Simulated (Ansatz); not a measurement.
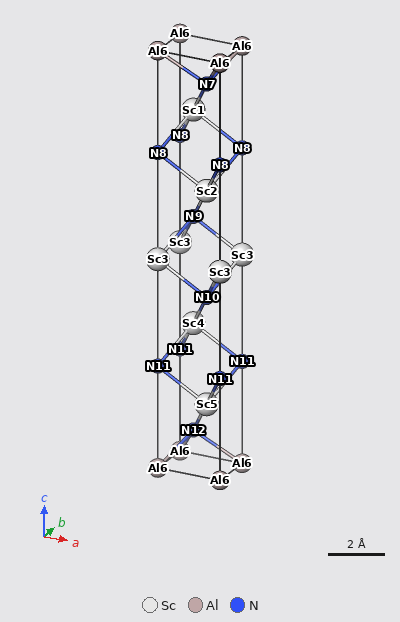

*The structure as given in the input (ball-and-stick view of the cell of the calculation, seen slightly off an axis; atoms are numbered from 1 in the order of the input). An atom can appear more than once, as a periodic image.*

Near neighbours in the periodic cell (some may lie outside the picture): Sc has 6 N at 2.24 Å; Al has 6 N at 2.14 Å; N has 3 Al at 2.14 Å and 3 Sc at 2.24 Å; N has 6 Sc at 2.24 Å.

# Geometry relaxation, with input and output: Sc₅AlN₆ (part 1 of 2)

The run: geometry relaxation of Sc₅AlN₆ (12 atoms in the cell). Method and program: DFT PBE, scalar-relativistic, plane waves, PAW, no spin polarisation (Ansatz 0.2.0).

The structure was made by a generator, so it may or may not be a known phase. Figures and captions count atoms from 1; the log counts them from 0 in places.

**Input file**
```yaml
crystal:
  lattice:
    - [3.1483301124, 0.0, 0.0]
    - [-1.5741650562, 2.7265338568, 0.0]
    - [0.0, 0.0, 15.3535412963]
  atoms:
    - { symbol: Sc, position: [0.3333333333, 0.6666666667, 0.841222526] }
    - { symbol: Sc, position: [0.6666666667, 0.3333333333, 0.670493228] }
    - { symbol: Sc, position: [0.0, 0.0, 0.5] }
    - { symbol: Sc, position: [0.3333333333, 0.6666666667, 0.329506772] }
    - { symbol: Sc, position: [0.6666666667, 0.3333333333, 0.158777474] }
    - { symbol: Al, position: [0.0, 0.0, 0.0] }
    - { symbol: "N", position: [0.6666666667, 0.3333333333, 0.9263492399] }
    - { symbol: "N", position: [0.0, 0.0, 0.7558489318] }
    - { symbol: "N", position: [0.3333333333, 0.6666666667, 0.5852792735] }
    - { symbol: "N", position: [0.6666666667, 0.3333333333, 0.4147207265] }
    - { symbol: "N", position: [0.0, 0.0, 0.2441510682] }
    - { symbol: "N", position: [0.3333333333, 0.6666666667, 0.0736507601] }
basis:
  ecutwfc: 420
kpoints:
  mp_grid: { grid: [12, 12, 4] }
hamiltonian:
  xc: pbe
scf:
  occupations: { method: gaussian, width: 0.01 }
output:
  forces: true
  stress: true
  eigenvalues: true
  write_density: true
  write_potential: true
  elf: true
  volumetric_format: npy
relax:
  adjacent_minimum: "off"
  f_tol: 0.01
  max_steps: 80
  cell: { stress_tol: 0.05 }
```

Run on 1 thread of Intel Xeon @ 2.50GHz (Skylake/Cascade Lake), 189 GiB of memory available, shared host.

Command:
```bash
ansatz run input.yaml --threads 1 --pin off --max-ram 2560MiB --backend cpu --events-out ev --progress --plain --runs-dir out
```

**The program's output**
```
Engine: ansatz 0.2.0, x86_64-unknown-linux-gnu
Pseudopotentials: kind: paw
Pseudopotential: Sc, paw, valence charge 11, recommended cutoff 420 eV (normal), Sc.paw.azcp
Pseudopotential: Al, paw, valence charge 3, recommended cutoff 420 eV (normal), Al.paw.azcp
Pseudopotential: N, paw, valence charge 5, recommended cutoff 420 eV (normal), N.paw.azcp
Functional definition: PBE
  parameter kappa = 0.804
  parameter beta = 0.06672455060314922
  exchange = pbe_x(kappa = kappa, mu = beta*pi^2/3)
  correlation = pbe_c(beta = beta)
Crystal: 12 atoms, lattice volume = 131.795 Å³
Basis set: ecut = 420 eV, 2547 PW (Γ), exchange–correlation on 48×48×216 points (8 copies of the dense FFT grid, shifted against one another)
Bands: 56, of which v1, the nominal top of the filled ones, is band 44 counted from 1 (43 counted from 0)
Symmetry: 12 space group operations
Space group: P-3m1 (ITA 164), of the structure as read, at distance tolerance 5.1e-5 Å
k-points: 69 of 576
Non-local potential: Sc, projectors of the file, l = 0: 3, l = 1: 2, l = 2: 3, l = 3: 1
Non-local potential: Al, projectors of the file, l = 0: 2, l = 1: 2, l = 2: 1
Non-local potential: N, projectors of the file, l = 0: 2, l = 1: 2, l = 2: 1
PAW form: soft (Blöchl's): semilocal exchange-correlation on the pseudo side does not see the compensation charge
PAW one-centre angular grid: Sc, 590 points (default); XC on 64 Gauss nodes
PAW one-centre angular grid: Al, 110 points (default); XC on 64 Gauss nodes
PAW one-centre angular grid: N, 110 points (default); XC on 64 Gauss nodes
Initial density: superposition of atomic densities (neutral atoms: chi_scale 0, normalization atom), corrected by the library's trained network
Initial wavefunctions: pseudopotential atomic-orbital guess
Functional: x = pbe(κ = 0.804, μ = 0.2195149727645171), c = pbe(β = 0.06672455060314922)
SCF iter   1: F=—  HF=-13541.550063 eV  |F-HF|=—  |Δ(HF+E_count)|=         —  Δρ=2.51e-3  dr2=8.02e-2  ethr=1.77e-3  ⟨swp⟩=5.3  Hψ=14644  notcnv=0  defer=32
preconditioner: auto → Resta (q_TF=auto, 2.551 Å⁻¹)  ε∞=3.7  [insulator: Δε(μ)=0.204 eV  Ē_g=17.304 eV  σ=0.010 eV  W_gap=1.00  n_scr=42 (ndim 8)  ℏωp=28.6 eV  f_vac=0.000  D(μ)=0.00/eV (n_scr^D=0)  ε∞_Penn≈3.7]
SCF iter   2: F=—  HF=-13541.538882 eV  |F-HF|=—  |Δ(HF+E_count)|=   1.12e-2  Δρ=1.90e-3  dr2=6.70e-3  ethr=9.11e-5  ⟨swp⟩=2.8  Hψ=5637  notcnv=0  defer=444
SCF iter   3: F=—  HF=-13541.537947 eV  |F-HF|=—  |Δ(HF+E_count)|=   9.35e-4  Δρ=6.65e-4  dr2=8.84e-4  ethr=7.62e-6  ⟨swp⟩=2.0  Hψ=5461  notcnv=0  defer=444
SCF iter   4: F=—  HF=-13541.537845 eV  |F-HF|=—  |Δ(HF+E_count)|=   1.02e-4  Δρ=2.99e-4  dr2=1.29e-4  ethr=1.00e-6  ⟨swp⟩=2.0  Hψ=4948  notcnv=0  defer=444
SCF iter   5: F=—  HF=-13541.537832 eV  |F-HF|=—  |Δ(HF+E_count)|=   1.35e-5  Δρ=1.03e-4  dr2=1.34e-5  ethr=1.47e-7  ⟨swp⟩=2.0  Hψ=5076  notcnv=0  defer=444
SCF iter   6: F=—  HF=-13541.537844 eV  |F-HF|=—  |Δ(HF+E_count)|=   1.19e-5  Δρ=3.82e-5  dr2=1.89e-6  ethr=1.52e-8  ⟨swp⟩=2.0  Hψ=5209  notcnv=0  defer=444
SCF iter   7: F=—  HF=-13541.537844 eV  |F-HF|=—  |Δ(HF+E_count)|=   3.94e-8  Δρ=1.21e-5  dr2=1.10e-7  ethr=2.15e-9  ⟨swp⟩=2.0  Hψ=4921  notcnv=0  defer=444
SCF iter   8: F=-13541.537844 eV  HF=-13541.537844 eV  |F-HF|=7.21e-9  |Δ(HF+E_count)|=   6.56e-8  Δρ=3.80e-6  dr2=2.01e-8  ethr=1.14e-10  ⟨swp⟩=14.2  Hψ=23086  notcnv=0
SCF 1 converged in 8 iterations: F = -13541.537844 eV  dr2 = 2.01e-8
  greatest PAW one-centre occupation: 0.998 electrons in one spin orbital (limit 2), on the Sc atom at site 4 (counted from 0), in its partial waves of l = 0
relax step   1: F+E_penalty+E_count = -13541.53784378 eV  Δ(F+E_penalty+E_count) = +0.000e0 eV  max|allowed force component| = 2.246e-2 eV/Å  Δτ_max = 0.0000 Å  P = -0.051 GPa  Ω = 131.795 Å³  (8 SCF iters, dr2 threshold 1.00e-7 eV, accepted)
Crystal: 12 atoms, lattice volume = 131.766 Å³
Initial density: handed on by an earlier stage of this run
Initial wavefunctions: those handed on with the density
iter 1 solved again at ethr=7.38e-8 eV; its pass at ethr=3.10e-3 eV (dr2=6.50e-5 eV) is discarded
SCF iter   1: F=—  HF=-13541.537591 eV  |F-HF|=—  |Δ(HF+E_count)|=         —  Δρ=2.18e-4  dr2=6.16e-5  ethr=7.38e-8  ⟨swp⟩=5.1  Hψ=16362  notcnv=0  defer=53
preconditioner: auto → Resta (q_TF=auto, 2.551 Å⁻¹)  ε∞=3.7  [insulator: Δε(μ)=0.153 eV  Ē_g=17.291 eV  σ=0.010 eV  W_gap=1.00  n_scr=42 (ndim 8)  ℏωp=28.6 eV  f_vac=0.000  D(μ)=0.00/eV (n_scr^D=0)  ε∞_Penn≈3.7]
SCF iter   2: F=—  HF=-13541.537595 eV  |F-HF|=—  |Δ(HF+E_count)|=   3.74e-6  Δρ=1.07e-4  dr2=1.17e-5  ethr=7.00e-8  ⟨swp⟩=2.5  Hψ=5790  notcnv=0  defer=7
SCF iter   3: F=—  HF=-13541.537595 eV  |F-HF|=—  |Δ(HF+E_count)|=   3.84e-7  Δρ=5.56e-5  dr2=3.16e-6  ethr=1.33e-8  ⟨swp⟩=2.1  Hψ=5292  notcnv=0  defer=1
SCF iter   4: F=—  HF=-13541.537596 eV  |F-HF|=—  |Δ(HF+E_count)|=   7.39e-7  Δρ=1.16e-5  dr2=2.30e-7  ethr=3.59e-9  ⟨swp⟩=2.0  Hψ=5534  notcnv=0
SCF iter   5: F=—  HF=-13541.537596 eV  |F-HF|=—  |Δ(HF+E_count)|=   3.12e-8  Δρ=6.53e-6  dr2=7.63e-8  ethr=7.60e-11  ⟨swp⟩=16.0  Hψ=26414  notcnv=0
SCF iter   6: F=-13541.537596 eV  HF=-13541.537596 eV  |F-HF|=1.54e-9  |Δ(HF+E_count)|=   6.30e-9  Δρ=1.67e-6  dr2=3.14e-9  ethr=7.60e-11  ⟨swp⟩=7.3  Hψ=18409  notcnv=0
SCF 2 converged in 6 iterations: F = -13541.537596 eV  dr2 = 3.14e-9
relax step   2: F+E_penalty+E_count = -13541.53759572 eV  Δ(F+E_penalty+E_count) = +2.481e-4 eV  max|allowed force component| = 7.520e-3 eV/Å  Δτ_max = 0.0010 Å  P = -0.005 GPa  Ω = 131.766 Å³  energy of the carried Pulay correction = +7.815e-5 eV  (6 SCF iters, dr2 threshold 6.69e-8 eV, rejected (line search))
Crystal: 12 atoms, lattice volume = 131.765 Å³
iter 1 solved again at ethr=3.97e-8 eV; its pass at ethr=3.10e-3 eV (dr2=3.49e-5 eV) is discarded
SCF iter   1: F=—  HF=-13541.538037 eV  |F-HF|=—  |Δ(HF+E_count)|=         —  Δρ=1.35e-4  dr2=3.23e-5  ethr=3.97e-8  ⟨swp⟩=4.7  Hψ=16105  notcnv=0  defer=18
preconditioner: auto → Resta (q_TF=auto, 2.551 Å⁻¹)  ε∞=3.7  [insulator: Δε(μ)=0.141 eV  Ē_g=17.290 eV  σ=0.010 eV  W_gap=1.00  n_scr=42 (ndim 8)  ℏωp=28.6 eV  f_vac=0.000  D(μ)=0.00/eV (n_scr^D=0)  ε∞_Penn≈3.7]
SCF iter   2: F=—  HF=-13541.538047 eV  |F-HF|=—  |Δ(HF+E_count)|=   1.02e-5  Δρ=7.18e-5  dr2=5.48e-6  ethr=3.67e-8  ⟨swp⟩=2.3  Hψ=5608  notcnv=0  defer=2
SCF iter   3: F=—  HF=-13541.538041 eV  |F-HF|=—  |Δ(HF+E_count)|=   6.10e-6  Δρ=3.90e-5  dr2=1.34e-6  ethr=6.23e-9  ⟨swp⟩=2.0  Hψ=5193  notcnv=0
SCF iter   4: F=—  HF=-13541.538041 eV  |F-HF|=—  |Δ(HF+E_count)|=   3.82e-7  Δρ=1.92e-5  dr2=4.00e-7  ethr=1.52e-9  ⟨swp⟩=2.3  Hψ=5090  notcnv=0
SCF iter   5: F=—  HF=-13541.538041 eV  |F-HF|=—  |Δ(HF+E_count)|=   5.69e-8  Δρ=4.72e-6  dr2=2.59e-8  ethr=4.54e-10  ⟨swp⟩=2.0  Hψ=5351  notcnv=0
SCF iter   6: F=—  HF=-13541.538041 eV  |F-HF|=—  |Δ(HF+E_count)|=   7.75e-9  Δρ=8.48e-7  dr2=1.07e-9  ethr=2.94e-11  ⟨swp⟩=2.0  Hψ=5354  notcnv=0
SCF iter   7: F=-13541.538041 eV  HF=-13541.538041 eV  |F-HF|=2.55e-11  |Δ(HF+E_count)|=  2.02e-10  Δρ=2.45e-7  dr2=7.26e-11  ethr=1.00e-12  ⟨swp⟩=11.1  Hψ=23175  notcnv=0
SCF 3 converged in 7 iterations: F = -13541.538041 eV  dr2 = 7.26e-11
relax step   3: F+E_penalty+E_count = -13541.53804138 eV  Δ(F+E_penalty+E_count) = -1.976e-4 eV  max|allowed force component| = 5.554e-3 eV/Å  Δτ_max = 0.0005 Å  P = -0.002 GPa  Ω = 131.765 Å³  energy of the carried Pulay correction = +8.032e-5 eV  (7 SCF iters, accepted)
Initial wavefunctions: pseudopotential atomic-orbital guess (no wavefunctions were taken with the density)
iter 1 solved again at ethr=4.73e-9 eV; its pass at ethr=3.10e-3 eV (dr2=4.16e-6 eV) is discarded
SCF iter   1: F=—  HF=-13541.537914 eV  |F-HF|=—  |Δ(HF+E_count)|=         —  Δρ=4.32e-6  dr2=2.99e-9  ethr=4.73e-9  ⟨swp⟩=4.6  Hψ=27586  notcnv=0
preconditioner: auto → Resta (q_TF=auto, 2.551 Å⁻¹)  ε∞=3.7  [insulator: Δε(μ)=0.142 eV  Ē_g=17.291 eV  σ=0.010 eV  W_gap=1.00  n_scr=42 (ndim 8)  ℏωp=28.6 eV  f_vac=0.000  D(μ)=0.00/eV (n_scr^D=0)  ε∞_Penn≈3.7]
SCF iter   2: F=—  HF=-13541.537922 eV  |F-HF|=—  |Δ(HF+E_count)|=   8.76e-6  Δρ=2.22e-6  dr2=8.61e-10  ethr=3.39e-12  ⟨swp⟩=2.9  Hψ=7269  notcnv=0
SCF iter   3: F=—  HF=-13541.537922 eV  |F-HF|=—  |Δ(HF+E_count)|=   3.14e-9  Δρ=9.29e-7  dr2=1.36e-10  ethr=1.00e-12  ⟨swp⟩=2.0  Hψ=5520  notcnv=0
SCF iter   4: F=-13541.537922 eV  HF=-13541.537922 eV  |F-HF|=4.00e-11  |Δ(HF+E_count)|=  7.13e-10  Δρ=1.71e-7  dr2=4.46e-11  ethr=1.00e-12  ⟨swp⟩=6.6  Hψ=15613  notcnv=0
SCF 4 converged in 4 iterations: F = -13541.537922 eV  dr2 = 4.46e-11
relax step   4: F+E_penalty+E_count = -13541.53792249 eV  Δ(F+E_penalty+E_count) = +1.189e-4 eV  max|allowed force component| = 5.554e-3 eV/Å  Δτ_max = 0.0000 Å  P = -0.003 GPa  Ω = 131.765 Å³  stress off target by 9.54e-3 GPa  SCF on the basis re-selected at this cell (its energy is not comparable with the rows above)  (4 SCF iters)
```

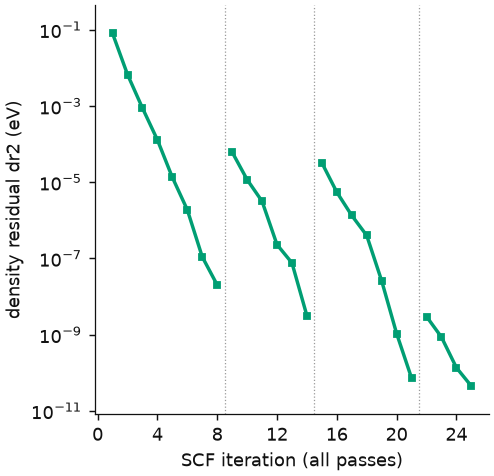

*Convergence of the self-consistent field: density residual dr2 against the SCF iteration. The dotted lines part the SCF passes of the relaxation: geometry steps, rejected trials and re-solves on a re-selected basis.*

The passes take 8, 6, 7 and 4 iterations.

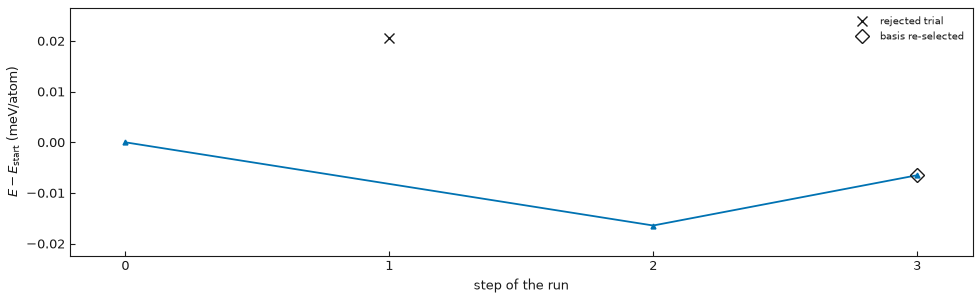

*Progress of the relaxation, step by step (the first geometry is step 0 here and step 1 in the log).*

The atoms keep their places relative to the cell (all moves are under 0.005 Å). The space group stays P-3m1 (No. 164). The energy falls by next to nothing (0.0 meV per atom) in 2 geometry steps. Largest force component: 0.022 eV/Å at the start, 0.0056 eV/Å at the end. The pressure goes from −0.05 to 0.00 GPa. The line search rejected the trial step at point 1 (counted from 0) and went back. A last SCF at the same geometry on a re-selected plane-wave basis shifts the energy by +0.0 meV per atom.

```
basis re-selected at this cell: Δ(F+E_penalty+E_count) = +1.189e-4 eV, ΔP = -0.001 GPa vs the last step (what re-selecting the basis moved, of the pressure what is left beyond the Pulay correction that the steps carried, after the strain that the cell walked since its last selection, with what the two solves' SCF thresholds leave and, on support functions, any second-order correction that the steps lacked; it is no measure of the basis error at this ecutwfc). This SCF's stress stands 9.54e-3 GPa from its target on what of the cell is left free (relax.cell.stress_tol is 5.00e-2 GPa) and its largest allowed force component is 5.55e-3 eV/Å (relax.f_tol is 1.00e-2 eV/Å): within both
SCF converged after 4 iterations
Free energy (F): -13541.537922 eV
Harris-Foulkes:  -13541.537922 eV  (|F-HF|=4.00e-11)
Internal energy: -13541.537922 eV  (E = F + TS)
E sigma→0 (E₀):  -13541.537922 eV
Fermi energy:    12.427700 eV
--- Per-component energies (eV) ---
  E_band       = -457.611372
  E_kinetic    = 2133.074794
  E_local      = -4903.734072  (includes V_loc(G=0)·N_el)
  E_nonlocal   = 678.997638
  E_hartree    = 1738.403736
  E_xc         = -937.089285
  E_vxc        = -1153.617698  (∫ρ·V_xc dr)
  E_paw        = -6002.075347  (= ΣΔE_a)
  E_vpaw       = -689.139944  (= ΣTr[D̂ρ^β])
  E_aug_tail   = 0.000590  (compensation charges beyond the density's cutoff)
  E_ewald      = -6249.115976
  E_smearing   = -0.000000  (= −TS)
  E_closure    = -0.000000  (closes the sum)
  Σ components = -13541.537922   (vs F -13541.537922, Δ=0.00e0)
```
